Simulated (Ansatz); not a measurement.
TiSi: several calculations on one system

**1. Relaxation**

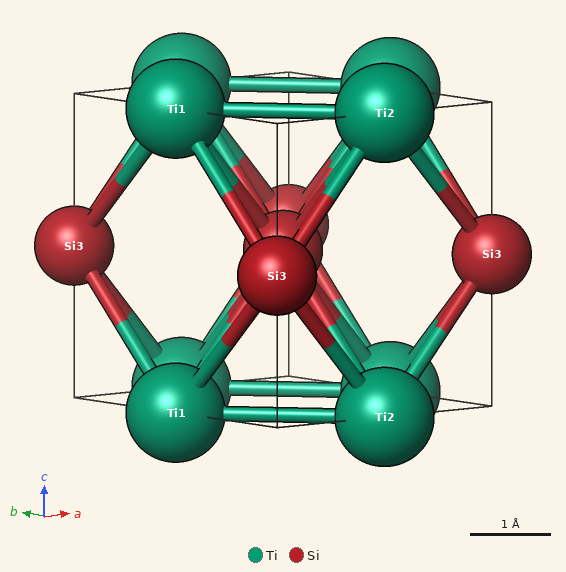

A crystal of TiSi (set up in Cmmm), before the relaxation. Style: ball-and-stick. Shown: the cell of the calculation, from a free direction.

Case: biaxial strain in the a-b plane of -3.0 %; c and atoms relaxed.

The calculation used Ansatz 0.2.0, DFT r2SCAN, scalar-relativistic, plane waves, PAW.

The input:
```yaml
crystal:
  lattice:
    - [3.5177027553, 0.0, 0.0]
    - [0.0, 4.0428174627, 0.0]
    - [0.0, 0.0, 3.8762761647]
  atoms:
    - { symbol: Ti, position: [0.0, 0.5, 0.0] }
    - { symbol: Ti, position: [0.5, 0.0, 0.0] }
    - { symbol: Si, position: [0.0, 0.0, 0.5] }
    - { symbol: Si, position: [0.5, 0.5, 0.5] }
basis:
  ecutwfc: 500
kpoints:
  mp_grid: { grid: [14, 12, 14] }
hamiltonian:
  xc: r2scan
scf:
  occupations: { method: gaussian, width: 0.1 }
output:
  forces: true
  stress: true
  eigenvalues: true
relax:
  adjacent_minimum: "off"
  f_tol: 0.008
  max_steps: 40
  cell: { stress_tol: 0.015, fix: [a, b, gamma] }
```

Command:
```bash
ansatz run input.yaml --threads 2 --pin off --max-ram 5120MiB --backend cpu --events-out ev --progress --plain --runs-dir out
```

### Predict the outcome.

No atom moves by more than 0.005 Å relative to the cell. The drawn cell changes as follows: a unchanged at 3.518 Å, b unchanged at 4.043 Å, c 3.876 → 3.902 Å (+0.7 %); the volume changes by +0.7 %. Near-neighbour distances that change, for instance: Ti1–Si4 2.617 → 2.627 Å, Ti1–Si3 2.800 → 2.809 Å. The space group stays Cmmm (No. 65). The energy falls by 2.1 meV per cell of the calculation in 2 accepted moves (3 points after the start). All forces vanish by symmetry, so only the cell relaxes. The pressure goes from 5.89 to 4.70 GPa. At 1 point the geometry stayed and the basis and grid were re-selected for the new cell (energy shift of 0.1 meV per cell of the calculation at most each time).

History of the run:

```csv
step,"E − E(0), meV/atom","pressure, GPa","volume, Å³/atom",note
0,0.00,5.89,13.782,
1,-0.50,4.62,13.878,
2,-0.50,4.69,13.872,
3,-0.54,4.70,13.872,"same geometry, new basis"
```

**2. Relaxation**

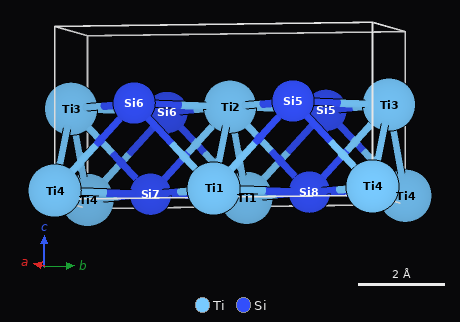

Starting structure of solid TiSi (set up in Cmmm). The picture is a ball-and-stick view of the cell of the calculation, seen from a free direction.

These are results of Ansatz, DFT r2SCAN, scalar-relativistic, plane waves, PAW, not measurements.

The input:
```yaml
crystal:
  lattice:
    - [3.6939556262, 0.0, 0.0]
    - [0.0, 7.6332230837, 0.0]
    - [0.0, 0.0, 4.0688425656]
  atoms:
    - { symbol: Ti, position: [0.0, 0.5, 0.0506401621] }
    - { symbol: Ti, position: [0.5, 0.5, 0.5506612327] }
    - { symbol: Ti, position: [0.5, 0.0, 0.5506942352] }
    - { symbol: Ti, position: [0.0, 0.0, 0.050794394] }
    - { symbol: Si, position: [0.0, 0.7499987714, 0.5507746641] }
    - { symbol: Si, position: [0.0, 0.2500012286, 0.5507746641] }
    - { symbol: Si, position: [0.5, 0.2499885373, 0.050830324] }
    - { symbol: Si, position: [0.5, 0.7500114627, 0.050830324] }
basis:
  ecutwfc: 500
kpoints:
  mp_grid: { grid: [10, 6, 10] }
hamiltonian:
  xc: r2scan
scf:
  occupations: { method: gaussian, width: 0.1 }
output:
  forces: true
  stress: true
  eigenvalues: true
relax:
  adjacent_minimum: "off"
  f_tol: 0.005
  max_steps: 80
  cell: { stress_tol: 0.05 }
```

Command:
```bash
ansatz run input.yaml --threads 2 --pin off --max-ram 5120MiB --backend cpu --events-out ev --progress --plain --runs-dir out
```

Where does the relaxation end?

Answer. No atom moves by more than 0.005 Å relative to the cell. Cell: a 3.694 → 3.626 Å (−1.8 %), b 7.633 → 7.615 Å (−0.2 %), c 4.069 → 4.168 Å (+2.4 %). Volume +0.3 %. Among the contacts that change: Ti1–Si5 2.790 → 2.823 Å, Ti1–Si7 2.656 → 2.629 Å, Ti1–Ti2 2.748 → 2.762 Å. The space group stays Cmmm (No. 65). After 4 accepted moves (6 points after the start) the energy has fallen by 1.4 meV per atom. The largest force component goes from 0.0044 to 0.00039 eV/Å. The pressure goes from −0.14 to 0.02 GPa. The line search rejected the trial step at point 3 of the run. At 1 point the geometry stayed and the basis and grid were re-selected for the new cell (energy shift of less than 0.05 meV per atom at most each time). Cost: 5.3 min on 2 threads of Intel(R) Xeon(R) Platinum 8488C (Sapphire Rapids), on a shared host, peak memory 1.1 GiB.

History of the run:

```
step  E − E(0), meV/atom  largest force component, eV/Å  pressure, GPa  volume, Å³/atom                      note
   0                0.00                         0.0044          -0.14           14.341                          
   1               -0.51                         0.0021           0.00           14.334                          
   2               -1.18                         0.0122           0.76           14.307                          
   3               -0.21                         0.0418          -1.31           14.541                  rejected
   4               -1.34                         0.0057          -0.10           14.393                          
   5               -1.35                         0.0004           0.02           14.388                          
   6               -1.38                         0.0004           0.02           14.388  same geometry, new basis
```

The end point in the same view:

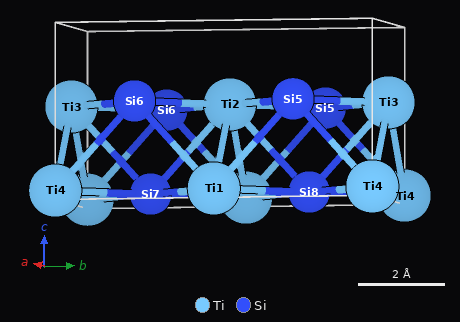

**3. A change**

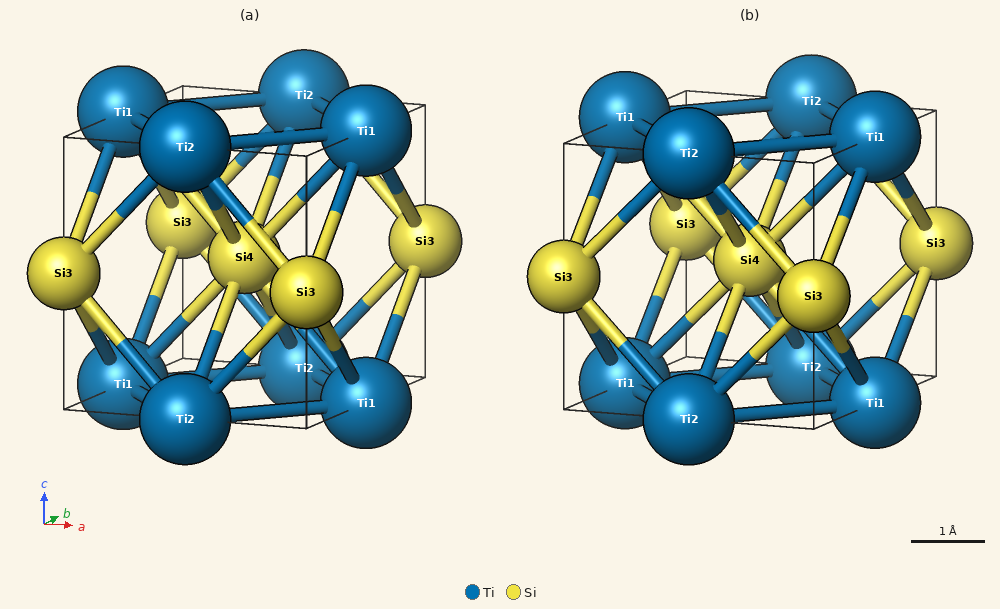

Left: crystalline TiSi (set up in Cmmm). Right: the same structure after one change, at the same scale. A ball-and-stick model of the cell of the calculation, seen slightly off an axis.

The calculation used DFT r2SCAN, scalar-relativistic, plane waves, PAW (Ansatz 0.2.0). (plane-wave cutoff 500 eV; k-point mesh 14 × 12 × 14; occupations gaussian; smearing width 0.1 eV; no spin polarisation)

> What was changed?

Biaxial strain in the a–b plane, +3.0 %, is applied. The c axis and the atoms are relaxed.

> What does the change do?

The volume changes by +3.6 %, with a 3.626 → 3.735 Å (+3.0 %), b 4.168 → 4.293 Å (+3.0 %), c 3.808 → 3.719 Å (−2.3 %). No atom moves by more than 0.005 Å relative to the cell. Near-neighbour distances before and after: Ti–Ti 2.762 → 2.845 Å, Si–Ti 2.823 → 2.840 Å, Si–Ti 2.629 → 2.636 Å. The space group stays Cmmm (No. 65). The energy rises by 15.6 meV per atom. Pressure: 0.1 GPa before, −3.6 GPa after. The principal stresses (compression positive) are −4.6 GPa along b, −6.3 GPa along a, none along the third axis.
